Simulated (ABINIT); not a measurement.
**Run report: CuO, geometry relaxation (part 4 of 4)**

CuO (4 atoms in the cell); Kohn-Sham DFT of a periodic cell, r2SCAN, JTH PAW PBE v2.0 (ABINIT 10.8.3); cutoff 843.55 eV, 5×5×2 k-mesh, fermi-dirac of 0.05 eV. The structure derives from an entry of the Crystallography Open Database. The run did not end well.

Geometry of the input (Å; fractional positions):
```
2.3418  -1.7113  0.0000
2.3418  1.7113  0.0000
-0.8500  0.0000  5.0579
Cu 0.5000  -0.0000  0.5000
Cu 0.0000  0.5000  0.0000
O  0.4184  0.5816  0.7500
O  0.5816  0.4184  0.2500
```

**Output, continued**
```
--------------------------------------------------------------------------------

 Cartesian components of stress tensor (hartree/bohr^3)
  sigma(1 1)=  1.61969662E-04  sigma(3 2)=  0.00000000E+00
  sigma(2 2)=  1.67353467E-04  sigma(3 1)= -2.52614630E-05
  sigma(3 3)=  3.44600834E-04  sigma(2 1)=  0.00000000E+00

--- !ResultsGS
iteration_state: {dtset: 1, itime: 7, icycle: 1, }
comment   : Summary of ground state results
lattice_vectors:
- [  3.9153932,  -3.8943370,   0.2837887, ]
- [  3.9153932,   3.8943370,   0.2837887, ]
- [ -0.8082607,   0.0000000,   9.8576771, ]
lattice_lengths: [   5.52962,    5.52962,    9.89076, ]
lattice_angles: [ 90.385,  90.385,  89.541, ] # degrees, (23, 13, 12)
lattice_volume:   3.0240350E+02
convergence: {deltae:  1.779E-11, res2:  1.096E-08, residm:  9.394E-04, diffor: null, }
etotal    :  -4.17693146E+02
entropy   :   0.00000000E+00
fermie    :   1.64481825E-01
cartesian_stress_tensor: # hartree/bohr^3
- [  1.61969662E-04,   0.00000000E+00,  -2.52614630E-05, ]
- [  0.00000000E+00,   1.67353467E-04,   0.00000000E+00, ]
- [ -2.52614630E-05,   0.00000000E+00,   3.44600834E-04, ]
pressure_GPa:  -6.6092E+00
xred      :
- [  5.0000E-01,   8.9704E-13,   5.0000E-01, Cu]
- [  8.9707E-13,   5.0000E-01,   4.9428E-12, Cu]
- [  4.9894E-01,   5.0106E-01,   7.5000E-01,  O]
- [  5.0106E-01,   4.9894E-01,   2.5000E-01,  O]
cartesian_forces: # hartree/bohr
- [ -0.00000000E+00,  -0.00000000E+00,  -0.00000000E+00, ]
- [ -0.00000000E+00,  -0.00000000E+00,  -0.00000000E+00, ]
- [ -8.25717387E-20,   5.04576944E-04,  -6.77180171E-21, ]
- [  8.25717387E-20,  -5.04576944E-04,   6.77180171E-21, ]
force_length_stats: {min:   0.00000000E+00, max:   5.04576944E-04, mean:   2.52288472E-04, }
...

 Integrated electronic density in atomic spheres:
 ------------------------------------------------
 Atom  Sphere_radius  Integrated_density
    1        2.00090         17.29617972
    2        2.00090         17.29617972
    3        1.41465          4.51703085
    4        1.41465          4.51703085

---OUTPUT-----------------------------------------------------------------------

 Cartesian coordinates (xcart) [bohr]
  1.55356624077720E+00 -1.94716847662035E+00  5.07073289119646E+00
  1.95769659931164E+00  1.94716847662035E+00  1.41894356472031E-01
  3.30919766081859E+00  8.29178365813185E-03  7.67704651498148E+00
  3.71332801935303E+00 -8.29178365813189E-03  2.74820798025704E+00
 Reduced coordinates (xred)
  5.00000000000897E-01  8.97044557818372E-13  5.00000000004943E-01
  8.97070599422831E-13  5.00000000000897E-01  4.94276836763816E-12
  4.98935404954591E-01  5.01064595047203E-01  7.50000000004943E-01
  5.01064595047203E-01  4.98935404954591E-01  2.50000000004943E-01
 Cartesian forces (fcart) [Ha/bohr]; max,rms= 5.04577E-04 2.05993E-04 (free atoms)
 -0.00000000000000E+00 -0.00000000000000E+00 -0.00000000000000E+00
 -0.00000000000000E+00 -0.00000000000000E+00 -0.00000000000000E+00
 -8.25717387173092E-20  5.04576943661454E-04 -6.77180171403361E-21
  8.25717387173092E-20 -5.04576943661454E-04  6.77180171403361E-21
 Gradient of E wrt nuclear positions in reduced coordinates (gred)
  0.00000000000000E+00  0.00000000000000E+00 -0.00000000000000E+00
  0.00000000000000E+00  0.00000000000000E+00 -0.00000000000000E+00
  1.96499263745405E-03 -1.96499263745405E-03  1.47417300063350E-23
 -1.96499263745405E-03  1.96499263745405E-03 -1.47417300063350E-23
 Scale of Primitive Cell (acell) [bohr]
  5.52962026170809E+00  5.52962026170809E+00  9.89075743268910E+00
 Real space primitive translations (rprimd) [bohr]
  3.91539319861723E+00 -3.89433695324070E+00  2.83788712845596E-01
  3.91539319861723E+00  3.89433695324070E+00  2.83788712845596E-01
 -8.08260717068889E-01  0.00000000000000E+00  9.85767706944886E+00
 Unitary Cell Volume (ucvol) [Bohr^3]=  3.02403497206549E+02
 Angles (23,13,12)= [degrees]
  9.03846428038609E+01  9.03846428038609E+01  8.95409429790866E+01
 Lengths [Bohr]
  5.52962026170809E+00  5.52962026170809E+00  9.89075743268910E+00
 Stress tensor in cartesian coordinates (strten) [Ha/bohr^3]
  1.61969662369817E-04  0.00000000000000E+00 -2.52614630250762E-05
  0.00000000000000E+00  1.67353466884207E-04  0.00000000000000E+00
 -2.52614630250762E-05  0.00000000000000E+00  3.44600834179823E-04
 Total energy (etotal) [Ha]= -4.17693145825904E+02

 Difference of energy with previous step (new-old):
           Absolute (Ha)=-2.60498E-04
           Relative     =-6.23658E-07

--- Iteration: ( 8/60) Internal Cycle: (1/1)
--------------------------------------------------------------------------------

---SELF-CONSISTENT-FIELD CONVERGENCE--------------------------------------------

--- !BeginCycle
iteration_state: {dtset: 1, itime: 8, icycle: 1, }
solver: {iscf: 17, nstep: 100, nline: 4, wfoptalg: 10, }
tolerances: {tolvrs: 1.00E-07, }
...

     iter   Etot(hartree)      deltaE(h)  residm     nres2
 ETOT  1  -417.96129972890    -4.180E+02 1.202E+03 2.665E+02
 ETOT  2  -418.21164565350    -2.503E-01 5.285E+00 3.612E+02
 ETOT  3  -417.76903103408     4.426E-01 6.379E-01 7.489E+01
 ETOT  4  -417.68477595532     8.426E-02 1.382E-01 1.905E+00
 ETOT  5  -417.69347790359    -8.702E-03 3.970E-02 3.710E-01
 ETOT  6  -417.69355088520    -7.298E-05 5.247E-03 3.321E-02
 ETOT  7  -417.69361324892    -6.236E-05 9.028E-04 4.719E-03
 ETOT  8  -417.69361713116    -3.882E-06 2.397E-04 1.147E-03
 ETOT  9  -417.69361821064    -1.079E-06 1.227E-04 4.118E-04
 ETOT 10  -417.69361793269     2.779E-07 3.055E-05 2.394E-05
 ETOT 11  -417.69361794855    -1.586E-08 1.786E-05 1.280E-06
 ETOT 12  -417.69361794797     5.796E-10 4.224E-06 2.505E-07
 ETOT 13  -417.69361794782     1.494E-10 2.525E-06 5.278E-08

 At SCF step   13       nres2   =  5.28E-08 < tolvrs=  1.00E-07 =>converged.

Result for kinetic energy density :

--------------------------------------------------------------------------------
 Total kinetic energy density [Ha/Bohr^3]
)     Maximum=    2.6946E+00  at reduced coord.    0.4750    0.5250    0.7500
)     Minimum=    3.9576E-03  at reduced coord.    0.5000    0.0000    0.0000
   Integrated=    3.6910E+01
--------------------------------------------------------------------------------

 Cartesian components of stress tensor (hartree/bohr^3)
  sigma(1 1)= -4.30011683E-05  sigma(3 2)=  0.00000000E+00
  sigma(2 2)= -6.10809283E-05  sigma(3 1)=  5.23980760E-06
  sigma(3 3)=  1.11711213E-04  sigma(2 1)=  0.00000000E+00

--- !ResultsGS
iteration_state: {dtset: 1, itime: 8, icycle: 1, }
comment   : Summary of ground state results
lattice_vectors:
- [  4.0350996,  -3.6287779,   0.1789022, ]
- [  4.0350996,   3.6287779,   0.1789022, ]
- [ -1.0782420,   0.0000000,   9.7568970, ]
lattice_lengths: [   5.42974,    5.42974,    9.81629, ]
lattice_angles: [ 92.802,  92.802,  83.874, ] # degrees, (23, 13, 12)
lattice_volume:   2.8713033E+02
convergence: {deltae:  1.494E-10, res2:  5.278E-08, residm:  2.525E-06, diffor: null, }
etotal    :  -4.17693618E+02
entropy   :   0.00000000E+00
fermie    :   1.87564995E-01
cartesian_stress_tensor: # hartree/bohr^3
- [ -4.30011683E-05,   0.00000000E+00,   5.23980760E-06, ]
- [  0.00000000E+00,  -6.10809283E-05,   0.00000000E+00, ]
- [  5.23980760E-06,   0.00000000E+00,   1.11711213E-04, ]
pressure_GPa:  -7.4819E-02
xred      :
- [  5.0000E-01,   8.9704E-13,   5.0000E-01, Cu]
- [  8.9706E-13,   5.0000E-01,   4.9428E-12, Cu]
- [  4.7242E-01,   5.2758E-01,   7.5000E-01,  O]
- [  5.2758E-01,   4.7242E-01,   2.5000E-01,  O]
cartesian_forces: # hartree/bohr
- [ -0.00000000E+00,  -0.00000000E+00,  -0.00000000E+00, ]
- [ -0.00000000E+00,  -0.00000000E+00,  -0.00000000E+00, ]
- [  3.09071570E-19,  -3.68960980E-03,   3.28124378E-20, ]
- [ -3.09071570E-19,   3.68960980E-03,  -3.28124378E-20, ]
force_length_stats: {min:   0.00000000E+00, max:   3.68960980E-03, mean:   1.84480490E-03, }
...

 Integrated electronic density in atomic spheres:
 ------------------------------------------------
 Atom  Sphere_radius  Integrated_density
    1        2.00090         17.32135249
    2        2.00090         17.32135249
    3        1.41465          4.53661245
    4        1.41465          4.53661245

---OUTPUT-----------------------------------------------------------------------

 Cartesian coordinates (xcart) [bohr]
  1.47842877378695E+00 -1.81438896690054E+00  4.96789963624974E+00
  2.01754979629254E+00  1.81438896690054E+00  8.94511226301558E-02
  3.22641805882479E+00  2.00128961909242E-01  7.49657501564113E+00
  3.76553908133038E+00 -2.00128961909242E-01  2.61812650202155E+00
 Reduced coordinates (xred)
  5.00000000000897E-01  8.97035984939989E-13  5.00000000004943E-01
  8.97062130729942E-13  5.00000000000897E-01  4.94276837221010E-12
  4.72424743873332E-01  5.27575256128462E-01  7.50000000004943E-01
  5.27575256128462E-01  4.72424743873332E-01  2.50000000004943E-01
 Cartesian forces (fcart) [Ha/bohr]; max,rms= 3.68961E-03 1.50628E-03 (free atoms)
 -0.00000000000000E+00 -0.00000000000000E+00 -0.00000000000000E+00
 -0.00000000000000E+00 -0.00000000000000E+00 -0.00000000000000E+00
  3.09071570428558E-19 -3.68960980263135E-03  3.28124377810757E-20
 -3.09071570428558E-19  3.68960980263135E-03 -3.28124377810757E-20
 Gradient of E wrt nuclear positions in reduced coordinates (gred)
  0.00000000000000E+00  0.00000000000000E+00 -0.00000000000000E+00
  0.00000000000000E+00  0.00000000000000E+00 -0.00000000000000E+00
 -1.33887746361248E-02  1.33887746361248E-02  1.31063855110569E-20
  1.33887746361248E-02 -1.33887746361248E-02 -1.31063855110569E-20
 Scale of Primitive Cell (acell) [bohr]
  5.42973885451368E+00  5.42973885451368E+00  9.81629489714822E+00
 Real space primitive translations (rprimd) [bohr]
  4.03509959258126E+00 -3.62877793380107E+00  1.78902245163217E-01
  4.03509959258126E+00  3.62877793380107E+00  1.78902245163217E-01
 -1.07824204501118E+00  0.00000000000000E+00  9.75689702723916E+00
 Unitary Cell Volume (ucvol) [Bohr^3]=  2.87130328201382E+02
 Angles (23,13,12)= [degrees]
  9.28017161289185E+01  9.28017161289185E+01  8.38743541210446E+01
 Lengths [Bohr]
  5.42973885451368E+00  5.42973885451368E+00  9.81629489714822E+00
 Stress tensor in cartesian coordinates (strten) [Ha/bohr^3]
 -4.30011682795717E-05  0.00000000000000E+00  5.23980760039261E-06
  0.00000000000000E+00 -6.10809283185867E-05  0.00000000000000E+00
  5.23980760039261E-06  0.00000000000000E+00  1.11711212896257E-04
 Total energy (etotal) [Ha]= -4.17693617947823E+02

 Difference of energy with previous step (new-old):
           Absolute (Ha)=-4.72122E-04
           Relative     =-1.13031E-06

--- !DilatmxError
message: |
    Dilatmx has been exceeded too many times (4)
    See the description of dilatmx and chkdilatmx input variables.
    Action: either first do a calculation with chkdilatmx=0, or
    restart your calculation with a larger dilatmx, or larger lattice vectors.
    Warning: With chkdilatmx = 0 the final computation of lattice parameters might be inaccurate.
...

--- !DilatmxError
message: |
    Dilatmx has been exceeded too many times (4)
    See the description of dilatmx and chkdilatmx input variables.
    Action: either first do a calculation with chkdilatmx=0, or
    restart your calculation with a larger dilatmx, or larger lattice vectors.
    Warning: With chkdilatmx = 0 the final computation of lattice parameters might be inaccurate.
...
```

**Trajectory as extended XYZ (Å, eV, eV/Å), 8 frames, from step=0 to step=7**
```
4
Lattice="2.3418 -1.7113 0.0000 2.3418 1.7113 0.0000 -0.8500 0.0000 5.0579" Properties=species:S:1:pos:R:3:forces:R:3 step=0 energy=-11365.89243
Cu    0.7459   -0.8557    2.5289    0.0000   0.0000   0.0000
Cu    1.1709    0.8557    0.0000    0.0000   0.0000   0.0000
O     1.7043    0.2793    3.7934    0.0000  -0.3083   0.0000
O     2.1293   -0.2793    1.2645    0.0000   0.3083   0.0000
4
Lattice="2.3408 -1.7146 -0.0022 2.3408 1.7146 -0.0022 -0.8545 0.0000 5.0511" Properties=species:S:1:pos:R:3:forces:R:3 step=1 energy=-11365.89556
Cu    0.7432   -0.8573    2.5245    0.0000   0.0000   0.0000
Cu    1.1704    0.8573   -0.0011    0.0000   0.0000   0.0000
O     1.7000    0.2774    3.7861    0.0000  -0.2873   0.0000
O     2.1272   -0.2774    1.2606    0.0000   0.2873   0.0000
4
Lattice="2.2353 -2.0945 -0.0761 2.2353 2.0945 -0.0761 -0.9757 0.0000 4.6459" Properties=species:S:1:pos:R:3:forces:R:3 step=2 energy=-11365.34684
Cu    0.6298   -1.0472    2.2849    0.0000   0.0000   0.0000
Cu    1.1176    1.0472   -0.0381    0.0000   0.0000   0.0000
O     1.5035    0.0395    3.4083    0.0000   1.9591   0.0000
O     1.9913   -0.0395    1.0854    0.0000  -1.9591   0.0000
4
Lattice="2.3175 -1.8058 0.0182 2.3175 1.8058 0.0182 -0.8019 0.0000 5.0300" Properties=species:S:1:pos:R:3:forces:R:3 step=3 energy=-11365.93700
Cu    0.7578   -0.9029    2.5241    0.0000   0.0000   0.0000
Cu    1.1588    0.9029    0.0091    0.0000   0.0000   0.0000
O     1.7161    0.2390    3.7907    0.0000  -0.3053   0.0000
O     2.1170   -0.2390    1.2757    0.0000   0.3053   0.0000
4
Lattice="2.3068 -1.8336 0.0303 2.3068 1.8336 0.0303 -0.7718 0.0000 5.0295" Properties=species:S:1:pos:R:3:forces:R:3 step=4 energy=-11365.94604
Cu    0.7675   -0.9168    2.5299    0.0000   0.0000   0.0000
Cu    1.1534    0.9168    0.0152    0.0000   0.0000   0.0000
O     1.7280    0.2257    3.8024    0.0000  -0.3311   0.0000
O     2.1139   -0.2257    1.2877    0.0000   0.3311   0.0000
4
Lattice="2.1279 -2.0718 0.1775 2.1279 2.0718 0.1775 -0.3890 0.0000 5.0084" Properties=species:S:1:pos:R:3:forces:R:3 step=5 energy=-11366.00244
Cu    0.8695   -1.0359    2.5930    0.0000   0.0000   0.0000
Cu    1.0640    1.0359    0.0888    0.0000   0.0000   0.0000
O     1.8362    0.0537    3.9338    0.0000  -0.3474   0.0000
O     2.0307   -0.0537    1.4296    0.0000   0.3474   0.0000
4
Lattice="2.0719 -2.0608 0.1502 2.0719 2.0608 0.1502 -0.4277 0.0000 5.2165" Properties=species:S:1:pos:R:3:forces:R:3 step=6 energy=-11366.00952
Cu    0.8221   -1.0304    2.6833    0.0000   0.0000   0.0000
Cu    1.0360    1.0304    0.0751    0.0000   0.0000   0.0000
O     1.7512    0.0044    4.0625    0.0000   0.0259   0.0000
O     1.9650   -0.0044    1.4543    0.0000  -0.0259   0.0000
4
Lattice="2.1353 -1.9203 0.0947 2.1353 1.9203 0.0947 -0.5706 0.0000 5.1631" Properties=species:S:1:pos:R:3:forces:R:3 step=7 energy=-11366.02237
Cu    0.7824   -0.9601    2.6289    0.0000   0.0000   0.0000
Cu    1.0676    0.9601    0.0473    0.0000   0.0000   0.0000
O     1.7073    0.1059    3.9670    0.0000  -0.1897   0.0000
O     1.9926   -0.1059    1.3855    0.0000   0.1897   0.0000
```

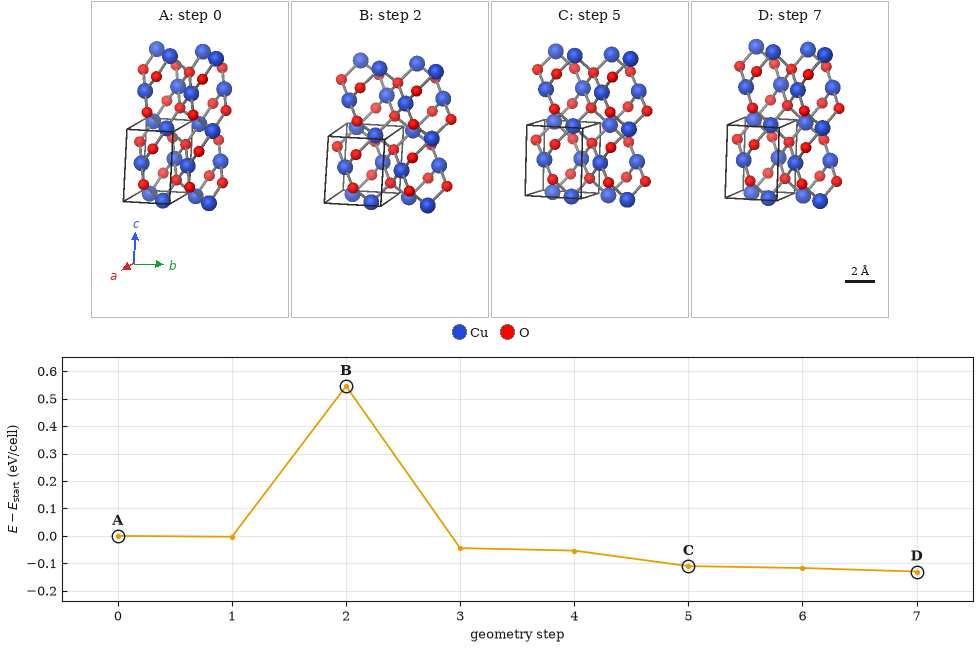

Frames of the relaxation (ball-and-stick view of the cell 2 times as large as that of the calculation, set on its symmetry axes, repeated 1 × 2 × 2, seen slightly off an axis) above the curves, on which the letters mark them (steps are counted from 0).

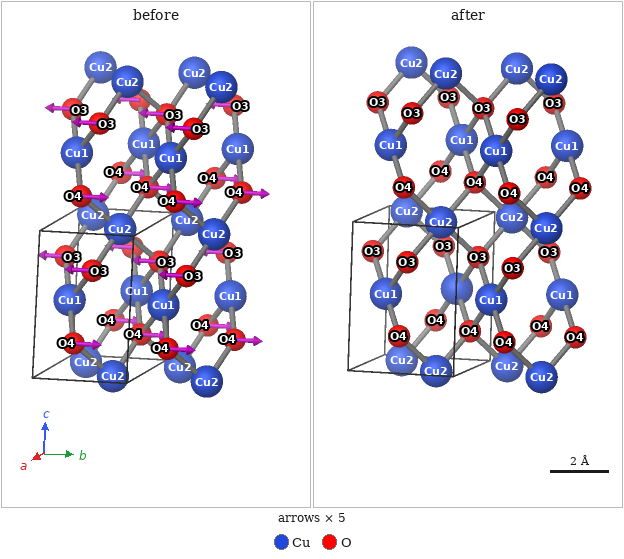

Before (left) and after (right) the relaxation, at one scale (ball-and-stick view of the cell 2 times as large as that of the calculation, set on its symmetry axes, repeated 1 × 2 × 2, seen slightly off an axis). The pink arrows give the displacements (without the part carried along by the change of the cell), magnified 5 times. The run failed before the relaxation converged. The largest moves relative to the cell, 0.21 Å, are those of O3 and O4. Cu stays in place. Cell: a 4.684 → 4.275 Å (−8.7 %), b 3.423 → 3.841 Å (+12.2 %), c 5.129 → 5.195 Å (+1.3 %), β 99.5° → 93.8°. Volume +5.0 %. Distances before and after: Cu1–O3 1.961 → 1.934 Å. Among the angles that change: Cu1–O4–Cu2 145.8° → 127.6°, Cu1–O4–Cu2 104.0° → 112.8°, Cu1–O4–Cu2 108.8° → 113.5°. The space group stays C2/c (No. 15). After 7 geometry steps the energy has fallen by 0.130 eV per cell of the calculation. The largest force component goes from 0.31 to 0.19 eV/Å. (Atoms are counted from 1 in the order of the input.)

**Outcome**

```json
{"quantity": "outcome", "value": "ended with an error"}
{"quantity": "space group (tolerance 0.01 Å)", "value": "C2/c (15)"}
{"quantity": "electrons treated", "value": "50"}
{"quantity": "free energy", "value": "−11366.0224 eV"}
{"quantity": "Fermi energy", "value": "5.104 eV"}
{"quantity": "gap on the k-point mesh", "value": "none (metallic)"}
{"quantity": "pressure", "value": "−0.07 GPa"}
{"quantity": "final volume", "value": "42.55 Å³"}
{"quantity": "largest force (length of the vector) at the end", "value": "0.190 eV/Å"}
{"quantity": "final cell", "value": "a = 2.873 Å, b = 2.873 Å, c = 5.195 Å, α = 92.80°, β = 92.80°, γ = 83.87°"}
{"quantity": "wall time", "value": "3.7 min (CPU time 11 min)"}
{"quantity": "peak memory", "value": "0.6 GiB"}
```

**Diagnosis**

The run ended with an error.
